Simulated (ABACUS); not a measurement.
**Single-point calculation at one volume of an equation of state of Se (part 2 of 2)**

The same run, continued: Se (P3₂21, 3 atoms in the cell); Kohn-Sham DFT of a periodic cell, PBE, PseudoDojo NC SR 0.4.1 PBE standard, no spin polarisation (ABACUS 3.10.1); cutoff 1360.57 eV, 7×7×6 k-mesh, fermi-dirac of 0.05 eV. The structure derives from an entry of the Crystallography Open Database. It belongs to a series of runs on one base structure; here: volume scaled by 0.96.

Geometry of the input (Å; fractional positions):
```
4.2963  0.0000  0.0000
-2.1482  3.7207  0.0000
0.0000  0.0000  4.8826
Se 0.7830  0.7830  0.5000
Se -0.0000  0.2170  0.8333
Se 0.2170  0.0000  0.1667
```

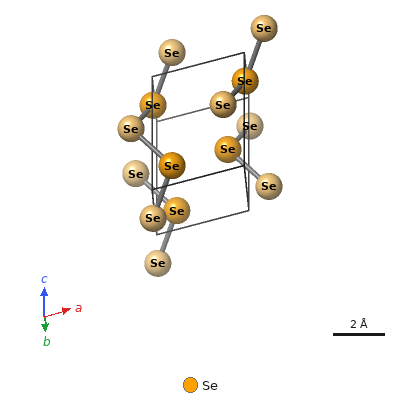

**Figure 1.** The structure as given in the input (ball-and-stick view of the cell of the calculation, seen at an oblique angle; neighbours outside the cell are drawn fainter).

What the program printed, continued
```
----------------------------------------------------------
 E_KohnSham     -727.3454240361      -9896.0421811168
 E_Harris       -727.3451793700      -9896.0388522644
 E_Fermi        0.6457434564         8.7857904529
----------------------------------------------------------

 LCAO ALGORITHM --------------- ION=   1  ELEC=   7--------------------------------

 Density error is 3.88917698936e-07
----------------------------------------------------------
     Energy           Rydberg                 eV
----------------------------------------------------------
 E_KohnSham     -727.3454240362      -9896.0421811183
 E_Harris       -727.3454336368      -9896.0423117418
 E_Fermi        0.6457477609         8.7858490183
----------------------------------------------------------

 LCAO ALGORITHM --------------- ION=   1  ELEC=   8--------------------------------

 Density error is 6.13791537349e-08
----------------------------------------------------------
     Energy           Rydberg                 eV
----------------------------------------------------------
 E_KohnSham     -727.3454240363      -9896.0421811194
 E_KS(sigma->0) -727.3454240100      -9896.0421807621
 E_Harris       -727.3454176992      -9896.0420948994
 E_band         -86.4332417507       -1175.9845844204
 E_one_elec     -441.9991529181      -6013.7069908597
 E_Hartree      228.8198623697       3113.2539438034
 E_xc           -145.3231939464      -1977.2234892299
 E_Ewald        -368.8429394889      -5018.3656441187
 E_entropy(-TS) -0.0000000525        -0.0000007146
 E_descf        0.0000000000         0.0000000000
 E_exx          0.0000000000         0.0000000000
 E_Fermi        0.6457473211         8.7858430348
----------------------------------------------------------

 charge density convergence is achieved
 final etot is -9896.0421811 eV
 EFERMI = 8.7858430348 eV

 STATE ENERGY(eV) AND OCCUPATIONS    NSPIN == 1
 1/40 kpoint (Cartesian) = 0.0000 0.0000 0.0000 (2204 pws)
       1       -40.3958     0.00680272
       2       -40.3958     0.00680272
       3       -40.3369     0.00680272
       4       -40.3254     0.00680272
       5       -40.3254     0.00680272
       6       -40.2649     0.00680272
       7       -40.0469     0.00680272
       8       -40.0379     0.00680272
       9       -40.0379     0.00680272
      10       -39.9338     0.00680272
      11       -39.9338     0.00680272
      12       -39.9282     0.00680272
      13       -39.8948     0.00680272
      14       -39.8574     0.00680272
      15       -39.8574     0.00680272
      16       -8.43677     0.00680272
      17       -3.87422     0.00680272
      18       -3.87422     0.00680272
      19        4.02398     0.00680272
      20        4.02398     0.00680272
      21        4.17145     0.00680272
      22        5.82344     0.00680272
      23        5.82344     0.00680272
      24        7.75463     0.00680272
      25        10.2956    5.24132e-16
      26        10.2956    5.24132e-16
      27        10.5895    1.46569e-18
      28        14.7533    9.99274e-55
      29        15.1023    9.30460e-58

 2/40 kpoint (Cartesian) = -0.033251 0.019198 0.0000 (2221 pws)
       1       -40.3958      0.0408163
       2       -40.3957      0.0408163
       3       -40.3369      0.0408163
       4       -40.3254      0.0408163
       5       -40.3254      0.0408163
       6       -40.2649      0.0408163
       7       -40.0470      0.0408163
       8       -40.0378      0.0408163
       9       -40.0378      0.0408163
      10       -39.9338      0.0408163
      11       -39.9338      0.0408163
      12       -39.9282      0.0408163
      13       -39.8951      0.0408163
      14       -39.8573      0.0408163
      15       -39.8572      0.0408163
      16       -8.36149      0.0408163
      17       -3.93996      0.0408163
      18       -3.86154      0.0408163
      19        3.35087      0.0408163
      20        3.75549      0.0408163
      21        4.40738      0.0408163
      22        5.84716      0.0408163
      23        6.18704      0.0408163
      24        7.56780      0.0408163
      25        10.2247    1.29836e-14
      26        10.3056    2.57025e-15
      27        10.8316    6.94010e-20
      28        14.6639    3.58932e-53
      29        15.2394    3.59445e-58

 3/40 kpoint (Cartesian) = -0.066502 0.038395 0.0000 (2223 pws)
       1       -40.3958      0.0408163
       2       -40.3957      0.0408163
       3       -40.3368      0.0408163
       4       -40.3255      0.0408163
       5       -40.3253      0.0408163
       6       -40.2649      0.0408163
       7       -40.0471      0.0408163
       8       -40.0378      0.0408163
       9       -40.0378      0.0408163
      10       -39.9339      0.0408163
      11       -39.9337      0.0408163
      12       -39.9280      0.0408163
      13       -39.8957      0.0408163
      14       -39.8573      0.0408163
      15       -39.8567      0.0408163
      16       -8.17589      0.0408163
      17       -4.11986      0.0408163
      18       -3.82940      0.0408163
      19        2.73238      0.0408163
      20        3.35790      0.0408163
      21        4.38758      0.0408163
      22        5.74932      0.0408163
      23        6.24351      0.0408163
      24        7.22527      0.0408163
      25        10.2981    2.98820e-15
      26        10.5445    2.16353e-17
      27        11.5423    4.66183e-26
      28        14.8139    1.78553e-54
      29        15.2060    7.01330e-58

 4/40 kpoint (Cartesian) = -0.099753 0.057593 0.0000 (2232 pws)
       1       -40.3958      0.0408163
       2       -40.3956      0.0408163
       3       -40.3368      0.0408163
       4       -40.3255      0.0408163
       5       -40.3253      0.0408163
       6       -40.2649      0.0408163
       7       -40.0471      0.0408163
       8       -40.0378      0.0408163
       9       -40.0377      0.0408163
      10       -39.9340      0.0408163
      11       -39.9337      0.0408163
      12       -39.9278      0.0408163
      13       -39.8962      0.0408163
      14       -39.8572      0.0408163
      15       -39.8564      0.0408163
      16       -8.00650      0.0408163
      17       -4.30040      0.0408163
      18       -3.80181      0.0408163
      19        2.47768      0.0408163
      20        3.11137      0.0408163
      21        4.47647      0.0408163
      22        5.20732      0.0408163
      23        6.12275      0.0408163
      24        7.07034      0.0408163
      25        10.3125    2.24179e-15
      26        10.7826    1.85140e-19
      27        12.5196    1.51232e-34
      28        14.4330    3.63349e-51
      29        16.2063    1.43691e-66

 5/40 kpoint (Cartesian) = -0.033251 0.057593 0.0000 (2230 pws)
       1       -40.3958      0.0408163
       2       -40.3957      0.0408163
       3       -40.3369      0.0408163
       4       -40.3255      0.0408163
       5       -40.3253      0.0408163
       6       -40.2649      0.0408163
       7       -40.0470      0.0408163
       8       -40.0378      0.0408163
       9       -40.0378      0.0408163
      10       -39.9339      0.0408163
      11       -39.9338      0.0408163
      12       -39.9280      0.0408163
      13       -39.8955      0.0408163
      14       -39.8573      0.0408163
      15       -39.8569      0.0408163
      16       -8.23004      0.0408163
      17       -4.04479      0.0408163
      18       -3.85942      0.0408163
      19        2.92216      0.0408163
      20        3.31480      0.0408163
      21        4.53791      0.0408163
      22        5.74118      0.0408163
      23        6.33156      0.0408163
      24        7.21449      0.0408163
      25        10.3986    4.00438e-16
      26        10.5216    3.41888e-17
      27        11.2037    4.06794e-23
      28        14.6178    9.01027e-53
      29        15.4756    3.19712e-60

 6/40 kpoint (Cartesian) = -0.066502 0.076790 0.0000 (2237 pws)
       1       -40.3958      0.0816327
       2       -40.3957      0.0816327
       3       -40.3368      0.0816327
       4       -40.3255      0.0816327
       5       -40.3253      0.0816327
       6       -40.2649      0.0816327
       7       -40.0471      0.0816327
       8       -40.0378      0.0816327
       9       -40.0377      0.0816327
      10       -39.9339      0.0816327
      11       -39.9338      0.0816327
      12       -39.9278      0.0816327
      13       -39.8960      0.0816327
      14       -39.8571      0.0816327
      15       -39.8565      0.0816327
      16       -8.04743      0.0816327
      17       -4.19800      0.0816327
      18       -3.86971      0.0816327
      19        2.60228      0.0816327
      20        3.00506      0.0816327
      21        4.60210      0.0816327
      22        5.44778      0.0816327
      23        6.05119      0.0816327
      24        6.87081      0.0816327
      25        10.5708    2.55676e-17
      26        11.0729    1.11324e-21
      27        11.9429    3.08967e-29
      28        14.6478    9.90719e-53
      29        15.6995    7.25487e-62

[... levels at 34 further k points ...]

 correction force for each atom along direction 1 is -0.0200890
 correction force for each atom along direction 2 is -0.0348984
 correction force for each atom along direction 3 is 0.00218314
------------------------------------------------------------------------------------------
 TOTAL-FORCE (eV/Angstrom)
------------------------------------------------------------------------------------------
                       Se1        -1.2184104022        -2.1103487211         0.0000000000
                       Se2        -1.2184104022         2.1103487211         0.0000000000
                       Se3         2.4368208044         0.0000000000         0.0000000000
------------------------------------------------------------------------------------------

----------------------------------------------------------------
 TOTAL-STRESS (KBAR)
----------------------------------------------------------------
        86.0252717866         0.0000000012        -0.0000000000
         0.0000000012        86.0252717867         0.0000000000
        -0.0000000000         0.0000000000       161.1980841234
----------------------------------------------------------------
 TOTAL-PRESSURE: 111.082876 KBAR

 --------------------------------------------
 !FINAL_ETOT_IS -9896.0421811193900794 eV
 --------------------------------------------
```

Standard output
```
ABACUS v3.10.1

               Atomic-orbital Based Ab-initio Computation at UStc

%%%%%%%%%%%%%%%%%%%%%%%%%%%%%%%%%%%%%%%%%%%%%%%%%%%%%%%%%%%%%%%%%%%%%%%%%%%%%%%%%%%%%%%%%%%%%%%%%%%%%%%%%
 Warning: the number of valence electrons in pseudopotential > 6 for Se: [Ar] 3d10 4s2 4p4
 Pseudopotentials with additional electrons can yield (more) accurate outcomes, but may be less efficient.
 If you're confident that your chosen pseudopotential is appropriate, you can safely ignore this warning.
%%%%%%%%%%%%%%%%%%%%%%%%%%%%%%%%%%%%%%%%%%%%%%%%%%%%%%%%%%%%%%%%%%%%%%%%%%%%%%%%%%%%%%%%%%%%%%%%%%%%%%%%%

 UNIFORM GRID DIM        : 54 * 54 * 60
 UNIFORM GRID DIM(BIG)   : 18 * 18 * 20
 ---------------------------------------------------------
 Self-consistent calculations for electrons
 ---------------------------------------------------------
 SPIN    KPOINTS         PROCESSORS  THREADS     NBASE
 1       40              4           4           54
 ---------------------------------------------------------
 Use Systematically Improvable Atomic bases
 ---------------------------------------------------------
 ELEMENT ORBITALS        NBASE       NATOM       XC
 Se      2s2p2d-7au      18          3
 ---------------------------------------------------------
 Initial plane wave basis and FFT box
 ---------------------------------------------------------
 -------------------------------------------
 SELF-CONSISTENT :
 -------------------------------------------
 START CHARGE      : atomic
 ITER       ETOT/eV          EDIFF/eV         DRHO     TIME/s
 GE1     -9.89600820e+03   0.00000000e+00   2.9861e-02   0.31
 GE2     -9.89604036e+03  -3.21521839e-02   8.4733e-03   0.24
 GE3     -9.89604212e+03  -1.76488071e-03   1.1837e-03   0.24
 GE4     -9.89604218e+03  -5.76612138e-05   2.5165e-04   0.24
 GE5     -9.89604218e+03  -1.35161188e-06   2.7228e-05   0.24
 GE6     -9.89604218e+03  -4.79489054e-08   5.4480e-06   0.24
 GE7     -9.89604218e+03  -1.44934109e-09   3.8892e-07   0.24
 GE8     -9.89604218e+03  -1.13224939e-09   6.1379e-08   0.23
----------------------------------------------------------------
 TOTAL-STRESS (KBAR)
----------------------------------------------------------------
        86.0252717866         0.0000000012        -0.0000000000
         0.0000000012        86.0252717867         0.0000000000
        -0.0000000000         0.0000000000       161.1980841234
----------------------------------------------------------------
 TOTAL-PRESSURE: 111.082876 KBAR
```

File mulliken.txt
```
 0
CALCULATE THE MULLIkEN ANALYSIS FOR EACH ATOM
 Total charge:	48
Decomposed Mulliken populations
0                             Zeta of Se              Spin 1
s                                      0              1.9059
s                                      1              0.0368
SUM OVER M+Zeta                                       1.9427

pz                                     0              1.0454
px                                     0              1.4904
py                                     0              1.3614
SUM OVER M                                            3.8972
pz                                     1              0.0049
px                                     1              0.0115
py                                     1              0.0079
SUM OVER M                                            0.0243
SUM OVER M+Zeta                                       3.9215

dz^2                                   0              1.9999
dxz                                    0              2.0000
dyz                                    0              2.0001
dx^2-y^2                               0              2.0000
dxy                                    0              2.0000
SUM OVER M                                           10.0000
dz^2                                   1              0.0452
dxz                                    1              0.0502
dyz                                    1              0.0541
dx^2-y^2                               1              0.0309
dxy                                    1              0.0508
SUM OVER M                                            0.2311
SUM OVER M+Zeta                                      10.2311

SUM OVER M+Zeta+L                                    16.0954

Total Charge on atom:                 Se             16.0954


1                             Zeta of Se              Spin 1
s                                      0              1.9171
s                                      1              0.0432
SUM OVER M+Zeta                                       1.9603

pz                                     0              1.0445
px                                     0              1.5031
py                                     0              1.2140
SUM OVER M                                            3.7615
pz                                     1             -0.0102
px                                     1              0.0064
py                                     1             -0.0045
SUM OVER M                                           -0.0083
SUM OVER M+Zeta                                       3.7532

dz^2                                   0              1.9999
dxz                                    0              2.0000
dyz                                    0              2.0001
dx^2-y^2                               0              2.0000
dxy                                    0              2.0000
SUM OVER M                                           10.0000
dz^2                                   1              0.0477
dxz                                    1              0.0634
dyz                                    1              0.0749
dx^2-y^2                               1              0.0277
dxy                                    1              0.0356
SUM OVER M                                            0.2492
SUM OVER M+Zeta                                      10.2492

SUM OVER M+Zeta+L                                    15.9627

Total Charge on atom:                 Se             15.9627


2                             Zeta of Se              Spin 1
s                                      0              1.9169
s                                      1              0.0423
SUM OVER M+Zeta                                       1.9592

pz                                     0              1.0355
px                                     0              1.1454
py                                     0              1.5601
SUM OVER M                                            3.7410
pz                                     1             -0.0089
px                                     1             -0.0035
py                                     1              0.0060
SUM OVER M                                           -0.0064
SUM OVER M+Zeta                                       3.7346

dz^2                                   0              1.9999
dxz                                    0              2.0002
dyz                                    0              1.9999
dx^2-y^2                               0              2.0000
dxy                                    0              2.0000
SUM OVER M                                           10.0000
dz^2                                   1              0.0479
dxz                                    1              0.0812
dyz                                    1              0.0533
dx^2-y^2                               1              0.0304
dxy                                    1              0.0353
SUM OVER M                                            0.2481
SUM OVER M+Zeta                                      10.2481

SUM OVER M+Zeta+L                                    15.9419

Total Charge on atom:                 Se             15.9419
```

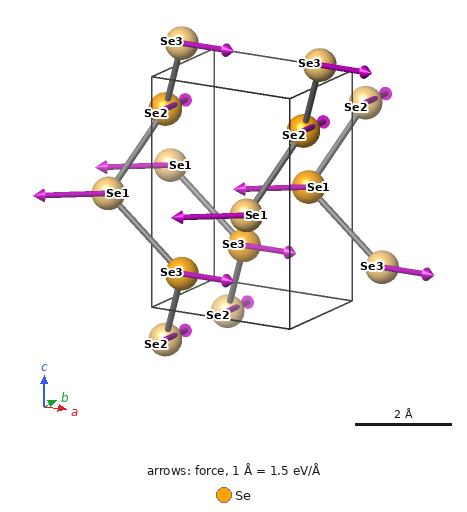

**Figure 2.** Forces on the atoms as pink arrows (ball-and-stick view of the cell of the calculation, seen slightly off an axis; neighbours outside the cell are drawn fainter; atoms are numbered from 1 in the order of the input). The largest act on all 3 Se atoms (2.44 eV/Å). The geometry is not a stationary point of this energy.

Results in brief

- outcome: converged
- space group (tolerance 0.01 Å): P3₂21 (154)
- electrons treated: 48
- free energy: −9896.0422 eV
- Fermi energy: 8.786 eV
- gap on the k-point mesh: 1.13 eV
- pressure: 11.11 GPa
- largest force (length of the vector): 2.437 eV/Å
- wall time: 2.8 s (CPU time 11 s)
- peak memory: 0.4 GiB

Notes

Points of doubt noted for this run: home made orbitals.
